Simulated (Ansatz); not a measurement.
# Single-point calculation, with input and output: MoS₂

- system: MoS₂ (P6₃/mmc, 6 atoms in the cell)
- method: DFT LDA+U, scalar-relativistic, plane waves, PAW, Ueff = 1 eV on Mo atom 1 d; Ueff = 1 eV on Mo atom 2 d, spin-polarised (Ansatz 0.2.0)

The structure derives from an entry of the Crystallography Open Database. It belongs to a series of runs on one base structure; here: from atoms, default search. Figures and captions count atoms from 1; the log counts them from 0 in places.

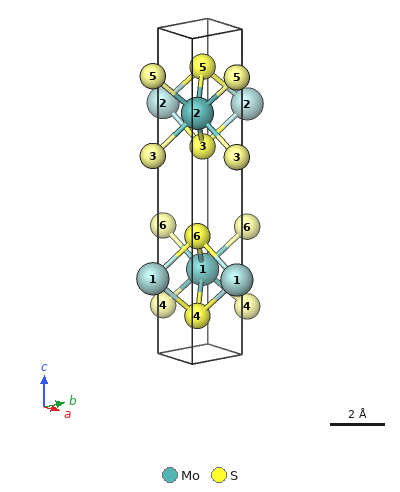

*The structure as given in the input (ball-and-stick view of the cell of the calculation, seen slightly off an axis; neighbours outside the cell are drawn fainter; atoms are numbered from 1 in the order of the input).*

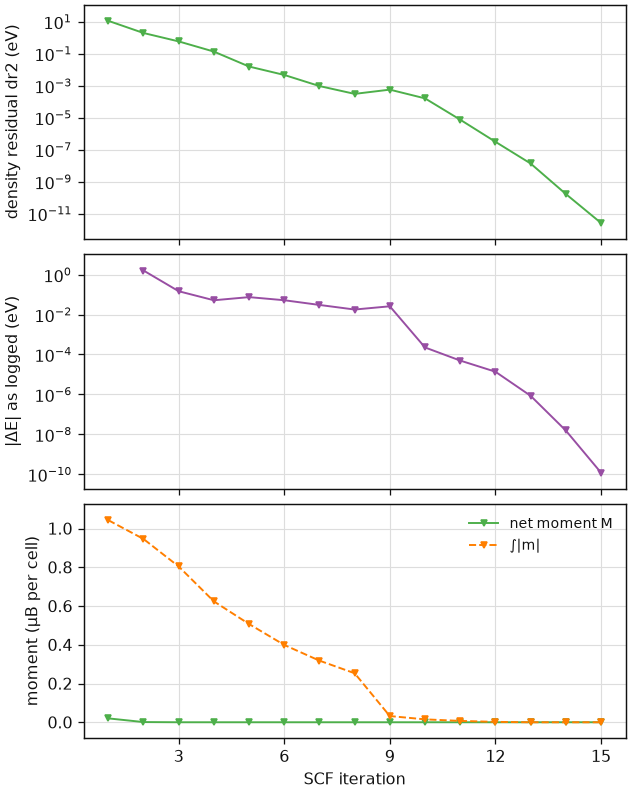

*Convergence of the self-consistent field: density residual dr2, size of the energy change and magnetic moment against the SCF iteration.*

The residual falls almost steadily, with no more than small rises. The net moment stays at 0.0 μB per cell, and ∫|m| falls to zero.

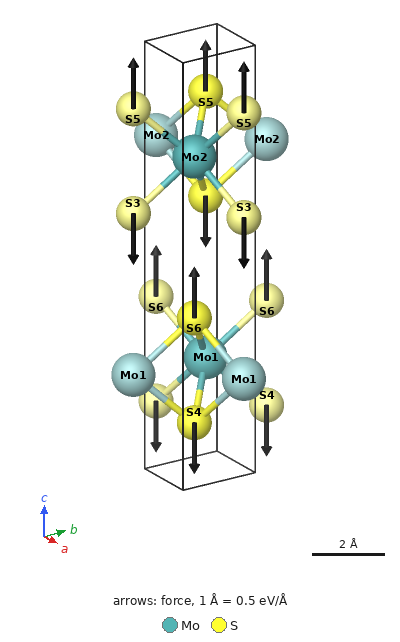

*Forces on the atoms as black arrows (ball-and-stick view of the cell of the calculation, seen slightly off an axis; neighbours outside the cell are drawn fainter; atoms are numbered from 1 in the order of the input).*

The largest act on all 4 S atoms (0.74 eV/Å). The geometry is not a stationary point of this energy.

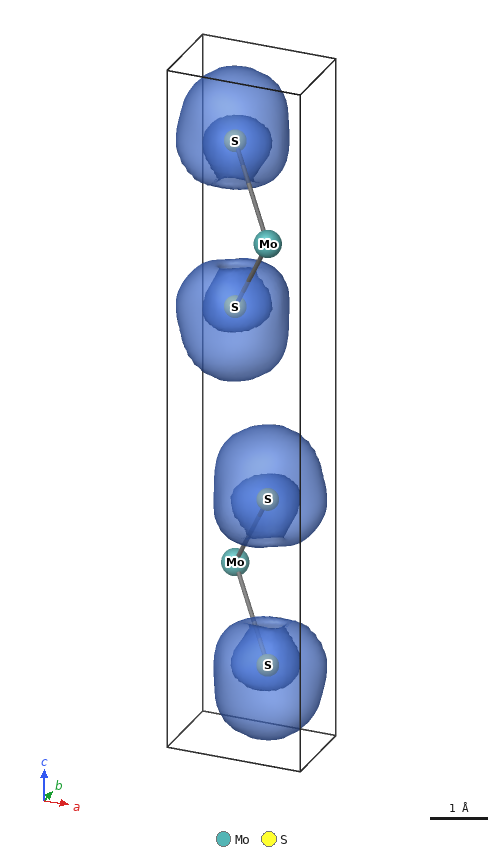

*Isosurface of the ELF at 0.75 (blue), seen slightly off an axis. Core shells and regions of very low density are left out. Sticks mark near contacts. The outline is the cell set on symmetry axes.*

Along the contacts the grid gives the following. Mo–S (2.37 Å): the ELF is about 0.45 at the midpoint. Core electrons are frozen (PAW), so the fields are smoothed inside the atomic spheres.

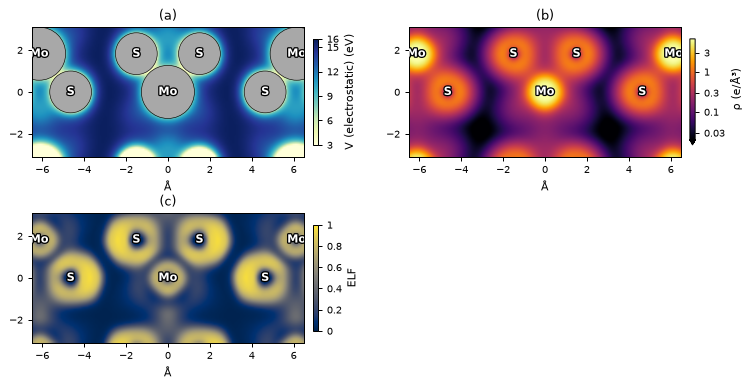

*(a) electrostatic potential (local pseudopotential plus Hartree) felt by an electron; (b) valence pseudo-density; (c) electron localisation function on the (110) plane of the conventional cell. Grey discs, where drawn, cover atomic cores.*

Atoms in the plane: Mo and S. Mo–S (2.37 Å): ρ at the midpoint is about 0.65 e/Å³; the ELF is about 0.45 at the midpoint. Away from the nuclei the density in this plane falls to 0.01 e/Å³ at its lowest. The strong features right at Mo lie inside the PAW spheres (semicore, d or f shells) and say nothing about bonding. Outside the cores the potential energy rises away from the atoms and is highest about 1.9 Å from the nearest atoms; outside the discs it spans about 12 eV, and its zero is arbitrary.

These pictures come from the run below.

The input:
```yaml
crystal:
  lattice:
    - [3.16100152, 0.0, 0.0]
    - [-1.58050076, 2.73750762, 0.0]
    - [0.0, 0.0, 12.2949997]
  atoms:
    - { symbol: Mo, position: [0.3333333333, 0.6666666667, 0.25], spin: 2.0 }
    - { symbol: Mo, position: [0.6666666667, 0.3333333333, 0.75], spin: 2.0 }
    - { symbol: S, position: [0.3333333333, 0.6666666667, 0.6275] }
    - { symbol: S, position: [0.6666666667, 0.3333333333, 0.1275] }
    - { symbol: S, position: [0.3333333333, 0.6666666667, 0.8725] }
    - { symbol: S, position: [0.6666666667, 0.3333333333, 0.3725] }
basis:
  ecutwfc: 420
  ecutrho_ratio: 4
kpoints:
  mp_grid: { grid: [7, 7, 2] }
hamiltonian:
  xc: lda
  hubbard:
    sites: [{ site: 0, l: d, u_eff: 1.0 }, { site: 1, l: d, u_eff: 1.0 }]
scf:
  occupations: { method: gaussian, width: 0.05 }
output:
  forces: true
  stress: true
  eigenvalues: true
  populations: true
  hubbard: { sites: [{ site: 0, l: d }, { site: 1, l: d }] }
  write_density: true
  write_potential: true
  elf: true
  volumetric_format: npy
magnetization:
  spin_polarized: true
```

Command:
```bash
ansatz run input.yaml --threads 4 --pin off --max-ram 6144MiB --backend cpu --events-out ev --progress --plain --runs-dir out
```

What the program printed:
```
Mo: projections on atomic orbitals take those of the free atom [Ar 3d10] 4s2 4p6 4d5 5s1, of charge +0.00 (hamiltonian.pseudopotentials.projection_atoms); the dataset's partial waves leave at most 6.0e-6 of an orbital's norm unspanned inside its sphere
S: projections on atomic orbitals take those of the free atom [Ne] 3s2 3p4, of charge +0.00 (hamiltonian.pseudopotentials.projection_atoms); the dataset's partial waves leave at most 1.6e-7 of an orbital's norm unspanned inside its sphere
Engine: ansatz 0.2.0, aarch64-unknown-linux-gnu
Pseudopotentials: kind: paw
Pseudopotential: Mo, paw, valence charge 14, recommended cutoff 420 eV (normal), Mo.paw.azcp
Pseudopotential: S, paw, valence charge 6, recommended cutoff 420 eV (normal), S.paw.azcp
Functional definition: SPW92
  exchange = slater_x
  correlation = pw_c
Crystal: 6 atoms, lattice volume = 106.392 Å³
Basis set: ecut = 420 eV, 2057 PW (Γ)
Bands: 34, of which v1, the nominal top of the filled ones, is band 26 counted from 1 (25 counted from 0)
Symmetry: 24 space group operations
Space group: P63/mmc (ITA 194), of the structure as read, at distance tolerance 4.7e-5 Å
Magnetic group: BNS 194.263 (UNI 1493), of the structure as read, at distance tolerance 4.7e-5 Å
k-points: 16 of 98
Non-local potential: Mo, projectors of the file, l = 0: 3, l = 1: 2, l = 2: 2, l = 3: 1
Non-local potential: S, projectors of the file, l = 0: 2, l = 1: 2, l = 2: 2
PAW form: soft (Blöchl's): semilocal exchange-correlation on the pseudo side does not see the compensation charge
PAW frozen core: Mo, regenerated for the run's functional, and the local potential with it (the file was generated under x = pbe(κ = 0.804, μ = 0.2195149727645171), c = pbe(β = 0.06672455060314922))
PAW frozen core: S, regenerated for the run's functional, and the local potential with it (the file was generated under x = pbe(κ = 0.804, μ = 0.2195149727645171), c = pbe(β = 0.06672455060314922))
PAW one-centre angular grid: Mo, 590 points (default); XC on 64 Gauss nodes
PAW one-centre angular grid: S, 110 points (default); XC on 64 Gauss nodes
Initial density: superposition of atomic densities (chi_scale 0.1, normalization cell)
Starting moments: Σ|m| = 4 μB on 2 of 6 sites
Initial wavefunctions: pseudopotential atomic-orbital guess
Functional: x = slater, c = lda
SCF iter   1: F=—  HF=-13168.729887 eV  |F-HF|=—  |Δ(HF+E_count)|=         —  Δρ=8.89e-2 (↑8.89e-2 ↓4.13e-2)  dr2=1.13e1  dr2_m=2.87e0  M=0.020 μB ∫|m|=1.043 μB  β_m=0.30  ethr=3.10e-3  ⟨swp⟩=7.0  Hψ=4875  notcnv=0
preconditioner: auto → Resta (q_TF=auto, 2.421 Å⁻¹)  ε∞=6.6  [insulator: Δε(μ)=0.387 eV  Ē_g=9.140 eV  σ=0.050 eV  W_gap=0.84  n_scr=26 (ndim 8)  ℏωp=21.6 eV  f_vac=0.004  D(μ)=0.44/eV (n_scr^D=2)  ε∞_Penn≈6.6]
spin=Collinear: Resta preconditioning applied to the charge; magnetization (m = ρ↑ − ρ↓) channel mixes plain (no charge-response kernel on spin).
SCF iter   2: F=—  HF=-13167.105600 eV  |F-HF|=—  |Δ(HF+E_count)|=    1.62e0  Δρ=5.18e-2 (↑5.18e-2 ↓3.42e-2)  dr2=1.96e0  dr2_m=1.45e0  M=0.001 μB ∫|m|=0.946 μB  β_m=0.30  ethr=3.10e-3  ⟨swp⟩=3.2  Hψ=2296  notcnv=0  defer=88
SCF iter   3: F=—  HF=-13166.957352 eV  |F-HF|=—  |Δ(HF+E_count)|=   1.48e-1  Δρ=3.04e-2 (↑2.87e-2 ↓3.04e-2)  dr2=5.85e-1  dr2_m=7.57e-1  M=0.000 μB ∫|m|=0.804 μB  β_m=0.30  ethr=3.10e-3  ⟨swp⟩=2.2  Hψ=1687  notcnv=0  defer=88
SCF iter   4: F=—  HF=-13167.009507 eV  |F-HF|=—  |Δ(HF+E_count)|=   5.22e-2  Δρ=2.39e-2 (↑2.39e-2 ↓1.81e-2)  dr2=1.35e-1  dr2_m=4.19e-1  M=0.000 μB ∫|m|=0.624 μB  β_m=0.30  ethr=1.12e-3  ⟨swp⟩=2.4  Hψ=1771  notcnv=0  defer=86
SCF iter   5: F=—  HF=-13167.084538 eV  |F-HF|=—  |Δ(HF+E_count)|=   7.50e-2  Δρ=1.62e-2 (↑1.46e-2 ↓1.62e-2)  dr2=1.57e-2  dr2_m=2.29e-1  M=0.000 μB ∫|m|=0.507 μB  β_m=0.30  ethr=2.60e-4  ⟨swp⟩=2.4  Hψ=1626  notcnv=0  defer=86
SCF iter   6: F=—  HF=-13167.136947 eV  |F-HF|=—  |Δ(HF+E_count)|=   5.24e-2  Δρ=1.22e-2 (↑1.22e-2 ↓1.09e-2)  dr2=4.68e-3  dr2_m=1.29e-1  M=0.000 μB ∫|m|=0.399 μB  β_m=0.30  ethr=3.03e-5  ⟨swp⟩=2.2  Hψ=1703  notcnv=0  defer=86
SCF iter   7: F=—  HF=-13167.167360 eV  |F-HF|=—  |Δ(HF+E_count)|=   3.04e-2  Δρ=8.82e-3 (↑8.48e-3 ↓8.82e-3)  dr2=9.48e-4  dr2_m=7.28e-2  M=0.000 μB ∫|m|=0.318 μB  β_m=0.30  ethr=8.99e-6  ⟨swp⟩=1.5  Hψ=1296  notcnv=0  defer=86
Mixer restart at iter 7: flushing history
spin-set hold released at iteration 7 (site moments contracting): the magnetisation degrees of freedom join the quasi-Newton model from the next iteration; the mixer history was flushed
SCF iter   8: F=—  HF=-13167.185304 eV  |F-HF|=—  |Δ(HF+E_count)|=   1.79e-2  Δρ=6.59e-3 (↑6.50e-3 ↓6.59e-3)  dr2=3.07e-4  dr2_m=4.17e-2  M=0.000 μB ∫|m|=0.253 μB  β_m=0.65  ethr=1.82e-6  ⟨swp⟩=2.0  Hψ=1506  notcnv=0  defer=86
SCF iter   9: F=—  HF=-13167.211336 eV  |F-HF|=—  |Δ(HF+E_count)|=   2.60e-2  Δρ=7.62e-4 (↑4.22e-4 ↓7.62e-4)  dr2=5.65e-4  dr2_m=3.16e-4  M=0.000 μB ∫|m|=0.032 μB  β_m=0.71  ethr=5.90e-7  ⟨swp⟩=3.0  Hψ=2382  notcnv=0  defer=86
SCF iter  10: F=—  HF=-13167.211561 eV  |F-HF|=—  |Δ(HF+E_count)|=   2.25e-4  Δρ=3.80e-4 (↑3.80e-4 ↓2.05e-4)  dr2=1.61e-4  dr2_m=7.37e-5  M=0.000 μB ∫|m|=0.015 μB  β_m=0.79  ethr=5.90e-7  ⟨swp⟩=2.1  Hψ=1777  notcnv=0  defer=84
SCF iter  11: F=—  HF=-13167.211611 eV  |F-HF|=—  |Δ(HF+E_count)|=   4.95e-5  Δρ=1.40e-4 (↑1.40e-4 ↓9.39e-5)  dr2=7.49e-6  dr2_m=1.29e-5  M=0.000 μB ∫|m|=0.007 μB  β_m=0.89  ethr=3.09e-7  ⟨swp⟩=1.5  Hψ=1215  notcnv=0  defer=84
SCF iter  12: F=—  HF=-13167.211624 eV  |F-HF|=—  |Δ(HF+E_count)|=   1.37e-5  Δρ=3.22e-5 (↑3.22e-5 ↓2.30e-5)  dr2=3.12e-7  dr2_m=7.25e-7  M=0.000 μB ∫|m|=0.002 μB  β_m=0.95  ethr=1.44e-8  ⟨swp⟩=2.3  Hψ=1719  notcnv=0  defer=84
iter 13 did not close the SCF: its close was put off for a magnetic moment that had not settled (scf_convergence_deferred on its scf_iter line)
SCF iter  13: F=-13167.211625 eV  HF=-13167.211625 eV  |F-HF|=4.69e-9  |Δ(HF+E_count)|=   8.51e-7  Δρ=4.62e-6 (↑4.62e-6 ↓3.08e-6)  dr2=1.37e-8  dr2_m=1.31e-8  M=0.000 μB ∫|m|=0.000 μB  β_m=0.97  ethr=1.92e-10  ⟨swp⟩=14.9  Hψ=7920  notcnv=0
iter 14 did not close the SCF: its close was put off for a magnetic moment that had not settled (scf_convergence_deferred on its scf_iter line)
SCF iter  14: F=-13167.211625 eV  HF=-13167.211625 eV  |F-HF|=8.55e-11  |Δ(HF+E_count)|=   1.55e-8  Δρ=3.26e-7 (↑3.26e-7 ↓2.48e-7)  dr2=1.71e-10  dr2_m=5.99e-11  M=0.000 μB ∫|m|=0.000 μB  β_m=0.99  ethr=2.64e-11  ⟨swp⟩=5.2  Hψ=5904  notcnv=0
SCF iter  15: F=-13167.211625 eV  HF=-13167.211625 eV  |F-HF|=1.82e-12  |Δ(HF+E_count)|=  1.20e-10  Δρ=2.56e-8 (↑2.32e-8 ↓2.56e-8)  dr2=2.64e-12  dr2_m=2.90e-13  M=0.000 μB ∫|m|=0.000 μB  ethr=1.00e-12  ⟨swp⟩=4.8  Hψ=4910  notcnv=0
SCF 1 converged in 15 iterations: F = -13167.211625 eV  dr2 = 2.64e-12
  greatest PAW one-centre occupation: 0.999 electrons in one spin orbital (limit 2), on the Mo atom at site 1 (counted from 0), in its partial waves of l = 0
WARN: the starting moments were not kept: the SCF closed with an absolute magnetisation of 3.6e-7 μB, where they sum to 4 μB in size (2 sites). That is at most 0.1 of that sum. Measured as dr2_m measures the in/out step, that magnetisation stands 1.3e-14 eV from none, at or under the dr2_threshold of 1.0e-7 eV: it is no larger than a step whose dr2_m would equal this threshold. The system may hold no moment; this SCF shows only that its start led to no more than that. To try another start: raise the starting moments (crystal.atoms[].spin, magnetization.per_species, magnetization.initial_magnetization, or on a non-collinear deck that types none of these the spinor_matrix: blocks that start its atoms; where the total moment is fixed, keep their sum and leave initial_magnetization as it is; typed ones take the place of any that the run laid by itself, positive ones on a crystal's lanthanoids without a Hubbard term where scf.initial_density.shell_occupations: [] is typed) or, if the notice of its spin-set hold's release reads "site moments contracting" or "site moments show no strong build", lengthen the hold (scf.mixing.spin_hold: { on: { confirm: 4 } }; for m-r²SCAN on two components see the key's manual first). Each may lead to a state that holds a moment. A second SCF, from the converged charge density, with the starting moments and any scf.initial_density.shell_occupations laid on it anew, would have followed, and was not run: the deck does not ask for one (magnetization.retry_lost_moments is false, the default). To let it run, set magnetization.retry_lost_moments: true and run the deck again, where that key's refused combinations let it; where memory then withholds it, that run's warning says so.
SCF converged after 15 iterations
Magnetization: 0.0000 μB (26.0000 up, 26.0000 down)
Absolute magnetization: 0.0000 μB (∫|ρ↑−ρ↓|, with the PAW one-centre terms)
Spin contamination: 0.0000 ħ² per cell (⟨S²⟩ above its minimum at these occupations)
Per-site moments (μB) at R_I (Å): [(5.0122550593131394e-8, 0.9760741621119455), (5.0122550552029484e-8, 0.9760741621119459), (-2.2728535255351613e-8, 0.9760741621119459), (-2.27285352593876e-8, 0.9760741621119455), (-2.272853528351469e-8, 0.9760741621119459), (-2.272853525335481e-8, 0.9760741621119455)]
Free energy (F): -13167.211625 eV
Harris-Foulkes:  -13167.211625 eV  (|F-HF|=1.82e-12)
Internal energy: -13167.211625 eV  (E = F + TS)
E sigma→0 (E₀):  -13167.211625 eV
Fermi energy:    11.366194 eV
--- Per-component energies (eV) ---
  E_band       = -322.239678
  E_kinetic    = 1320.594881
  E_local      = -4096.241070  (includes V_loc(G=0)·N_el)
  E_nonlocal   = 413.014801
  E_hartree    = 1585.441045
  E_xc         = -753.976891
  E_vxc        = -813.586657  (∫ρ·V_xc dr)
  E_hubbard    = 2.477716  (on-site DFT+U / exact-exchange correction)
  E_vhub       = -0.278507  (the Hubbard potential's part of the band-sum identity)
  E_paw        = -8453.969267  (= ΣΔE_a)
  E_vpaw       = -316.625170  (= ΣTr[D̂ρ^β])
  E_aug_tail   = 0.000033  (compensation charges beyond the density's cutoff)
  E_ewald      = -3186.111296
  E_core_change = 1.558423  (= ΣΔE_core)
  E_smearing   = -0.000000  (= −TS)
  E_closure    = 0.000000  (closes the sum)
  Σ components = -13167.211625   (vs F -13167.211625, Δ=0.00e0)
--- Forces (eV/Å), atoms counted from 1 ---
  atom   1  Mo     0.00000000    -0.00000000     0.00000000
  atom   2  Mo     0.00000000     0.00000000     0.00000000
  atom   3  S      0.00000000     0.00000000    -0.74278328
  atom   4  S      0.00000000    -0.00000000    -0.74278328
  atom   5  S      0.00000000     0.00000000     0.74278328
  atom   6  S     -0.00000000    -0.00000000     0.74278328
  max |Σ_I F_I| component: 4.39e-17 eV/Å
--- Stress (GPa, compression-positive) ---
       -1.280831       0.000000       0.000000
        0.000000      -1.280831       0.000000
        0.000000       0.000000       5.605968
  P = ⅓ Tr σ = 1.0148 GPa (10.148 kbar)
--- Band table (eV; the first three rows and the last of 32) ---
  k-point 0 ↑: bands = ["-50.5802", "-50.5801", "-24.8157", "-24.8157", "-24.5922", "-24.5922", "-24.5922", "-24.5922", "-4.3439", "-4.1319", "-2.8852", "-2.5022", "3.7038", "4.6303", "7.1003", "7.1003", "7.1095", "7.1095", "7.4177", "8.3448", "8.3448", "8.3808", "8.3808", "9.6394", "9.7028", "10.9008", "12.9108", "12.9108", "12.9253", "12.9253", "13.2351", "13.2351", "13.3848", "13.3848"]
  k-point 1 ↑: bands = ["-50.5801", "-50.5801", "-24.8157", "-24.8157", "-24.5922", "-24.5922", "-24.5922", "-24.5922", "-4.2491", "-4.2491", "-2.6852", "-2.6852", "4.1083", "4.1083", "7.1048", "7.1048", "7.1048", "7.1048", "8.2779", "8.2779", "8.3627", "8.3627", "8.3627", "8.3627", "10.6136", "10.6136", "12.9146", "12.9146", "12.9146", "12.9146", "13.3129", "13.3129", "13.3129", "13.3129"]
  k-point 2 ↑: bands = ["-50.5720", "-50.5719", "-24.7994", "-24.7993", "-24.6738", "-24.6738", "-24.6106", "-24.6106", "-4.0314", "-3.8234", "-2.7577", "-2.4107", "4.0290", "4.9285", "6.5292", "6.5663", "6.7389", "7.4246", "7.4455", "7.4998", "7.9012", "7.9464", "8.6933", "9.6611", "9.7846", "10.2687", "12.5494", "12.6636", "12.8614", "12.8716", "13.0301", "13.0609", "13.3919", "13.4826"]
  k-point 15 ↓: bands = ["-50.5333", "-50.5333", "-24.9356", "-24.9356", "-24.8148", "-24.8148", "-24.7210", "-24.7210", "-2.0990", "-2.0990", "-1.9036", "-1.9036", "4.5282", "4.5282", "4.8836", "4.8836", "6.1720", "6.1720", "6.4590", "6.4590", "7.1384", "7.1384", "8.2463", "8.2463", "9.6933", "9.6933", "11.8867", "11.8867", "13.1817", "13.1817", "13.5922", "13.5922", "15.0426", "15.0426"]
Occupation matrices written to [file]
--- Löwdin populations: 6 sites ---
  site symbol       q [e]    m [muB]
     0     Mo     13.7342     0.0000
     1     Mo     13.7342     0.0000
     2      S      6.0283    -0.0000
     3      S      6.0283    -0.0000
     4      S      6.0283    -0.0000
     5      S      6.0283    -0.0000
  spilling = 0.008048 (of n_electrons = 52.000000)
--- Occupation matrices: 2 shells (run DFT+U table (all-electron-ortho-atomic); ε = 3.43e-5) ---
  Mo0 d_4D: site group D3h (-6m2)
  Mo0 d_4D up     Tr n = 2.6170  λ = 0.479 0.479 0.535 0.535 0.589  [2× xz 0.50 E''(1.00) | 2× x2-y2 0.50 E'(1.00) | z2 1.00 A1'(1.00)]
  Mo0 d_4D dn     Tr n = 2.6170  λ = 0.479 0.479 0.535 0.535 0.589  [2× xz 0.50 E''(1.00) | 2× x2-y2 0.50 E'(1.00) | z2 1.00 A1'(1.00)]
  Mo1 d_4D: site group D3h (-6m2)
  Mo1 d_4D up     Tr n = 2.6170  λ = 0.479 0.479 0.535 0.535 0.589  [2× xz 0.50 E''(1.00) | 2× x2-y2 0.50 E'(1.00) | z2 1.00 A1'(1.00)]
  Mo1 d_4D dn     Tr n = 2.6170  λ = 0.479 0.479 0.535 0.535 0.589  [2× xz 0.50 E''(1.00) | 2× x2-y2 0.50 E'(1.00) | z2 1.00 A1'(1.00)]
  Tr n, λ and their labels are of the run-group-symmetrised matrices; stabiliser: 48 of 48 elements of G0×{1,Θ} (closed), max defect 9.9e-8 at τ = 7.3e-6
```

Key numbers:

```json
{"quantity": "outcome", "value": "converged"}
{"quantity": "space group (tolerance 0.01 Å)", "value": "P6₃/mmc (194)"}
{"quantity": "electrons treated", "value": "52"}
{"quantity": "free energy", "value": "−13167.2116 eV"}
{"quantity": "Fermi energy", "value": "11.366 eV"}
{"quantity": "gap on the k-point mesh", "value": "0.94 eV"}
{"quantity": "net moment of the cell", "value": "0.00 μB"}
{"quantity": "integrated absolute moment", "value": "0.00 μB"}
{"quantity": "pressure", "value": "1.01 GPa"}
{"quantity": "largest force (length of the vector)", "value": "0.743 eV/Å"}
{"quantity": "hardware", "value": "4 threads of Arm Neoverse N1, 24 GiB of memory available, shared host"}
{"quantity": "wall time", "value": "7.2 s (CPU time 26 s)"}
{"quantity": "peak memory", "value": "0.49 GiB"}
```

Remarks:

Warnings of the run: some starting moments were not kept.
